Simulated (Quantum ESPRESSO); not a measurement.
# Relaxation of cell and atoms of SnO (part 2 of 2)

The same run, continued: SnO (P4/nmm, 4 atoms in the cell); Kohn-Sham DFT of a periodic cell, PBEsol, GBRV 1.5 PBEsol, no spin polarisation (Quantum ESPRESSO 7.5); cutoff 1061.24 eV, 5×5×4 k-mesh, fermi-dirac of 0.05 eV. The structure derives from a Materials Project entry.

Geometry of the input (Å; fractional positions):
```
3.8137  0.0000  0.0000
0.0000  3.8137  0.0000
0.0000  0.0000  4.8869
Sn 0.5000  0.0000  0.7646
Sn 0.0000  0.5000  0.2354
O  0.0000  0.0000  0.0000
O  0.5000  0.5000  0.0000
```

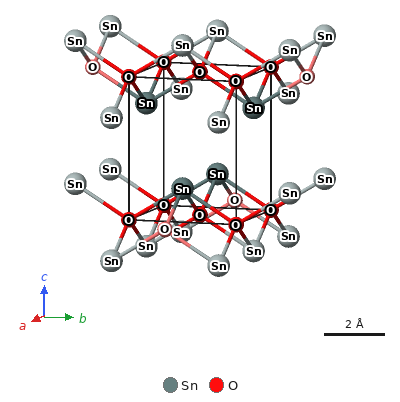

Figure 1. The structure as given in the input (ball-and-stick view of the cell of the calculation, seen slightly off an axis; neighbours outside the cell are drawn fainter). An atom can appear more than once, as a periodic image.

## The program's output, continued
```
     total energy              =    -382.31223276 Ry
     estimated scf accuracy    <          9.5E-10 Ry

     iteration # 12     ecut=    78.00 Ry     beta= 0.50
     Davidson diagonalization with overlap
     ethr =  5.89E-13,  avg # of iterations =  3.0

     End of self-consistent calculation

          k = 0.0000 0.0000 0.0000 (  4033 PWs)   bands (ev):

    -7.4749  -6.7873  -6.7873  -6.7212  -6.7032  -6.6443  -6.6110  -6.4563
    -6.4563  -6.4277  -6.4261  -2.5067   6.6106   7.0826   7.6708   7.6708
    11.1258  11.6835  11.6835  15.6224  19.2437  19.2437  19.3404  21.6153
    22.1562  23.0356  23.0356  23.2955

          k = 0.0000 0.0000 0.2392 (  4013 PWs)   bands (ev):

    -7.3949  -6.7484  -6.7484  -6.7453  -6.7263  -6.6814  -6.5366  -6.5146
    -6.5146  -6.4496  -6.3419  -2.5133   4.3103   7.9293   7.9293  10.1854
    11.0019  11.6897  11.6897  15.8721  17.7090  17.7090  17.7770  20.3803
    22.3600  24.5366  24.9657  24.9657

          k = 0.0000 0.0000-0.4784 (  4022 PWs)   bands (ev):

    -7.2872  -6.8364  -6.7392  -6.6548  -6.6548  -6.6545  -6.6277  -6.6277
    -6.5257  -6.4767  -6.2171  -2.5199   3.3381   8.2204   8.2204  10.8851
    11.6806  11.6806  12.8728  14.8616  16.6748  16.6748  17.3911  18.3990
    23.2502  26.3190  26.3190  26.6587

          k = 0.0000 0.2134 0.0000 (  4023 PWs)   bands (ev):

    -7.4293  -6.9273  -6.8042  -6.7603  -6.7004  -6.6622  -6.6409  -6.4836
    -6.4760  -6.4626  -5.8333  -2.8075   6.6388   6.8959   8.0156   8.1609
    10.5684  11.2177  11.2412  15.1264  18.1075  19.5800  20.2425  22.1504
    22.6587  23.0043  23.3248  25.0614

          k = 0.0000 0.2134 0.2392 (  4015 PWs)   bands (ev):

    -7.3826  -7.0511  -6.7804  -6.7131  -6.6656  -6.6542  -6.6245  -6.5431
    -6.4948  -6.4246  -5.7428  -2.7891   4.6809   7.5779   8.2391   9.7311
    10.4391  11.2569  11.6206  14.8043  17.8788  18.1920  18.8495  21.4380
    23.4833  24.1362  24.6252  25.2813

          k = 0.0000 0.2134-0.4784 (  4000 PWs)   bands (ev):

    -7.3281  -7.1111  -6.7616  -6.7597  -6.7148  -6.6077  -6.5758  -6.5187
    -6.5150  -6.4385  -5.6340  -2.7713   3.7586   8.0022   8.4881   9.5521
    10.7548  11.2613  13.0153  14.3537  16.8081  17.2417  18.4544  20.8469
    24.4960  24.5051  24.9711  27.2184

          k = 0.0000 0.4268 0.0000 (  3997 PWs)   bands (ev):

    -7.3296  -7.1807  -6.7751  -6.7036  -6.6934  -6.6881  -6.5592  -6.5252
    -6.5221  -6.4914  -4.8388  -3.6849   6.5978   7.0712   8.8756   8.9433
     9.6440  10.1632  11.0520  12.6696  19.5812  20.5682  20.6424  22.0239
    22.3393  23.3034  24.3270  24.3775

          k = 0.0000 0.4268 0.2392 (  3989 PWs)   bands (ev):

    -7.3657  -7.2852  -6.7865  -6.7332  -6.6892  -6.6507  -6.5415  -6.4945
    -6.4907  -6.4346  -4.7269  -3.6089   5.7120   7.0208   8.6022   9.0842
     9.3197  10.2225  12.2016  13.2382  19.4052  19.5998  20.2310  21.5680
    21.7740  23.0376  25.5300  26.5230

          k = 0.0000 0.4268-0.4784 (  3982 PWs)   bands (ev):

    -7.3993  -7.3614  -6.8190  -6.7967  -6.6432  -6.5901  -6.5265  -6.5044
    -6.4295  -6.4059  -4.6073  -3.5321   5.0117   7.0529   8.1539   9.2359
     9.2563  10.2801  13.2475  13.5224  18.8433  18.8795  19.9008  21.4162
    22.4884  23.3825  25.8246  26.2038

          k = 0.2134 0.2134 0.0000 (  3999 PWs)   bands (ev):

    -7.4075  -7.0915  -6.8094  -6.7213  -6.6781  -6.6266  -6.6246  -6.4892
    -6.4796  -6.4421  -5.5074  -3.0042   5.9820   6.9497   8.2582   8.9778
     9.9641  10.3887  11.9902  15.0493  16.7054  19.8703  20.3402  21.6620
    22.7143  23.7785  24.1788  25.2917

          k = 0.2134 0.2134 0.2392 (  4012 PWs)   bands (ev):

    -7.3797  -7.1588  -6.7873  -6.7722  -6.6465  -6.6197  -6.5558  -6.4997
    -6.4987  -6.4952  -5.3597  -2.9596   4.9636   6.8144   8.7183   9.1129
    10.0363  11.4712  12.0132  14.1480  16.9882  18.6018  19.5981  21.6451
    23.9339  24.0478  25.1630  25.9351

          k = 0.2134 0.2134-0.4784 (  3994 PWs)   bands (ev):

    -7.3490  -7.2155  -6.7887  -6.7687  -6.6432  -6.5806  -6.5763  -6.5178
    -6.5086  -6.5041  -5.2074  -2.9156   4.1436   7.1216   8.7626   9.4524
     9.5118  12.0378  13.0263  13.2781  17.1487  17.5398  19.3493  21.6964
    23.0152  24.8090  25.4420  27.2705

          k = 0.2134 0.4268 0.0000 (  3991 PWs)   bands (ev):

    -7.3692  -7.2793  -6.7511  -6.6830  -6.6370  -6.6269  -6.6210  -6.5151
    -6.4712  -6.4539  -4.6582  -3.6707   5.7007   6.3582   8.8606   9.6575
    10.1080  10.1946  11.8544  12.9637  17.1099  18.8271  20.8680  21.2295
    23.2807  23.6027  25.2451  25.9917

          k = 0.2134 0.4268 0.2392 (  3996 PWs)   bands (ev):

    -7.3820  -7.3244  -6.7601  -6.7447  -6.6307  -6.6103  -6.5624  -6.5183
    -6.4816  -6.4636  -4.4981  -3.5616   5.5683   6.3975   7.6675   8.6708
    10.5120  11.4527  12.2511  12.9909  17.1698  18.3672  20.6202  20.8107
    24.0328  25.1248  25.5450  25.9376

          k = 0.2134 0.4268-0.4784 (  3986 PWs)   bands (ev):

    -7.3945  -7.3664  -6.8035  -6.7637  -6.6238  -6.5771  -6.5255  -6.5032
    -6.4976  -6.4854  -4.3367  -3.4529   5.2091   6.7898   6.9859   8.1338
    10.6324  11.6217  12.6829  12.9072  17.7676  19.2048  19.3013  20.5644
    23.9269  24.4527  26.8514  27.7396

          k = 0.4268 0.4268 0.0000 (  4006 PWs)   bands (ev):

    -7.4320  -7.4080  -6.6992  -6.6888  -6.6324  -6.5815  -6.5311  -6.4853
    -6.4305  -6.4290  -4.1975  -3.7837   4.8559   5.1779   9.1463   9.4648
    11.4933  11.6500  12.3946  13.5009  14.4297  15.9669  20.5579  20.5730
    24.9276  25.0061  25.7605  26.2942

          k = 0.4268 0.4268 0.2392 (  3990 PWs)   bands (ev):

    -7.4183  -7.4020  -6.7077  -6.6623  -6.6448  -6.5837  -6.5547  -6.5168
    -6.4945  -6.4846  -3.9939  -3.6107   5.0154   5.3602   7.8860   8.5665
    11.8708  12.1527  12.3690  12.3927  15.7799  16.2136  21.2334  21.4723
    24.1578  24.5738  26.4388  26.5373

          k = 0.4268 0.4268-0.4784 (  3982 PWs)   bands (ev):

    -7.4019  -7.3942  -6.7517  -6.6882  -6.6337  -6.5881  -6.5776  -6.5659
    -6.5025  -6.4967  -3.7972  -3.4426   5.1703   5.6149   7.0651   7.9247
    11.4267  11.9118  11.9471  12.3918  17.3669  17.7372  20.5277  21.9753
    22.5036  23.8627  29.2360  29.3171

     the Fermi energy is    15.1961 ev

!    total energy              =    -382.31223276 Ry
     estimated scf accuracy    <          6.7E-12 Ry
     smearing contrib. (-TS)   =      -0.00020819 Ry
     internal energy E=F+TS    =    -382.31202458 Ry

     The total energy is F=E-TS. E is the sum of the following terms:
     one-electron contribution =     -83.33812022 Ry
     hartree contribution      =      77.67930990 Ry
     xc contribution           =    -100.19288049 Ry
     ewald contribution        =    -276.46033377 Ry

     convergence has been achieved in  12 iterations

     Forces acting on atoms (cartesian axes, Ry/au):

     atom    1 type  1   force =     0.00000000    0.00000000    0.00005193
     atom    2 type  1   force =     0.00000000    0.00000000   -0.00005193
     atom    3 type  2   force =     0.00000000    0.00000000    0.00000000
     atom    4 type  2   force =     0.00000000    0.00000000   -0.00000000

     Total force =     0.000073     Total SCF correction =     0.000003

     Computing stress (Cartesian axis) and pressure

          total   stress  (Ry/bohr**3)                   (kbar)     P=      294.89
   0.00200388   0.00000000   0.00000000          294.78        0.00        0.00
   0.00000000   0.00200388   0.00000000            0.00      294.78        0.00
   0.00000000   0.00000000   0.00200613            0.00        0.00      295.11

=------------------------------------------------------------------------------=
   JOB DONE.
=------------------------------------------------------------------------------=
```

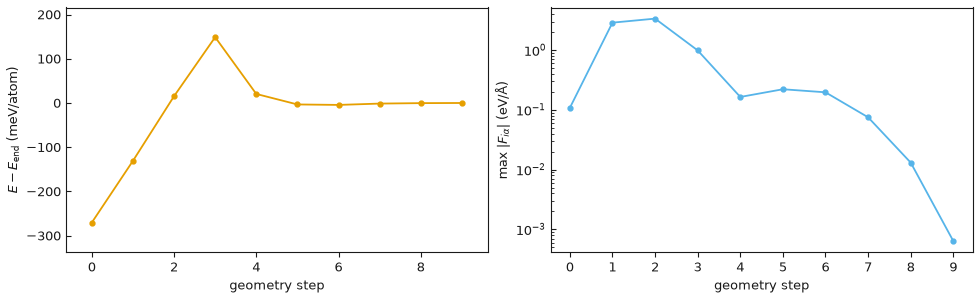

Figure 2. Progress of the relaxation, step by step (steps are counted from 0).

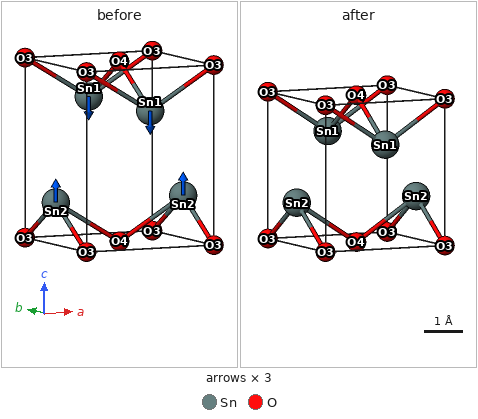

Figure 3. Before (left) and after (right) the relaxation, at one scale (ball-and-stick view of the cell of the calculation, seen at an oblique angle). The blue arrows give the displacements (without the part carried along by the change of the cell), magnified 3 times. The energy rises by 270 meV per atom in 9 geometry steps. The largest force component goes from 0.11 to 0.00063 eV/Å. The largest moves relative to the cell, 0.22 Å, are those of Sn1 and Sn2. O stays in place. The volume changes by −28.3 %, with a = b 3.814 → 3.575 Å (−6.3 %), c 4.887 → 3.986 Å (−18.4 %). Among the contacts that change: Sn1–O3 2.227 → 2.129 Å. Among the angles that change: O3–Sn1–O3 117.8° → 114.1°, Sn1–O4–Sn1 117.8° → 114.1°. The space group stays P4/nmm (No. 129). (Atoms are counted from 1 in the order of the input.)

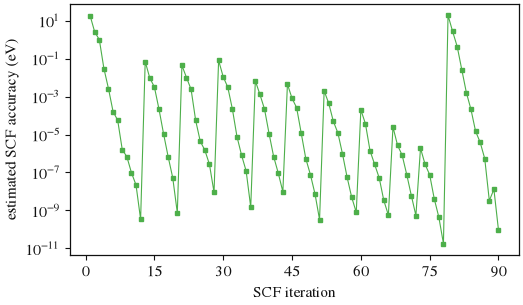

Figure 4. Convergence of the self-consistent field: estimated SCF accuracy against the iteration. The field takes 90 iterations in all.

## Summary

| quantity | value |
| --- | --- |
| outcome | converged |
| space group (tolerance 0.01 Å) | P4/nmm (129) |
| electrons treated | 40 |
| free energy | −5201.6229 eV |
| Fermi energy | 15.196 eV |
| gap on the k-point mesh | none (metallic) |
| pressure | 29.49 GPa |
| final volume | 50.93 Å³ |
| largest force (length of the vector) at the end | 0.001 eV/Å |
| final cell | a = 3.575 Å, b = 3.575 Å, c = 3.986 Å, α = 90.00°, β = 90.00°, γ = 90.00° |
| wall time | 5.1 min (CPU time 10 min) |
| peak memory | 0.64 GiB |

## Notes

Further notes kept with the run: SCF correction compared to forces is large. Points of doubt noted for this run: coarse mesh. The cell is under a pressure of 29 GPa at this level, so it is not at its equilibrium volume.
